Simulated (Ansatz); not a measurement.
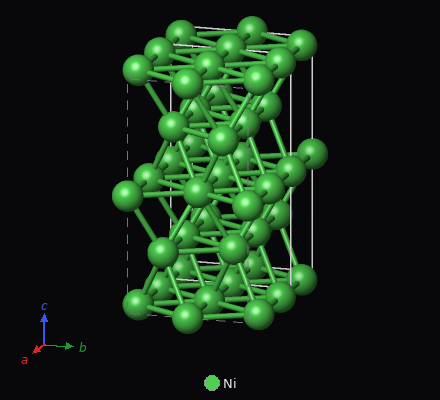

The structure; the drawing may span several cells.

Given this structure, the input geometry of an electronic-structure calculation (not necessarily at equilibrium); the starting structure was generated, so it need not be a known form of this composition, written in its standard cell:

```xyz
8
Lattice="2.4342 0.0000 0.0000 0.0000 4.3401 0.0000 0.0000 0.0000 8.3352" Properties=species:S:1:pos:R:3 pbc="T T T"
Ni    1.2171    2.1700    4.1676
Ni    1.8256    1.0850    2.0838
Ni    1.2171    0.0000    0.0000
Ni    1.8256    3.2550    6.2514
Ni    0.0000    2.1700    0.0000
Ni    0.6085    1.0850    6.2514
Ni    0.0000    0.0000    4.1676
Ni    0.6085    3.2550    2.0838
```

Q: Predict the [110] zone-axis pattern (200 kV, kinematic, B = 0.5 Å²).

A: The spots form a centred rectangular net whose two shortest vectors correspond to d = 4.17 Å and 2.06 Å, 75.7° apart. They are 0 0 2 (itself extinct) and 1 -1 1. The pattern has symmetry 2mm. The lattice centring (F) removes all reflections that break h + k = 2n, h + l = 2n; a glide plane extinguishes reflections such as 0 0 2, 0 0 6, 0 0 10; reflections such as 2 -2 -2, 2 -2 2, 2 -2 -6 are allowed by the space group but vanish because the atoms sit on special positions.

Strongest reflections with d > 0.80 Å, one of each family (|F|² from tabulated Gaussian fits of the electron scattering factors, times a small damping for the curvature of the Ewald sphere):

```csv
hkl,d (Å),I (strongest = 100)
0 0 4,2.084,100
1 -1 1,2.057,49
1 -1 3,1.687,33
2 -2 0,1.062,22
0 0 8,1.042,21
1 -1 5,1.311,19
```

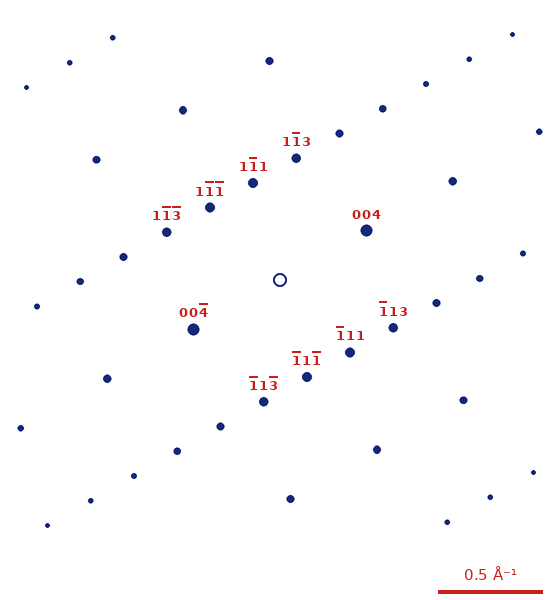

Calculated pattern, seen from the source side with [110] pointing towards the source.
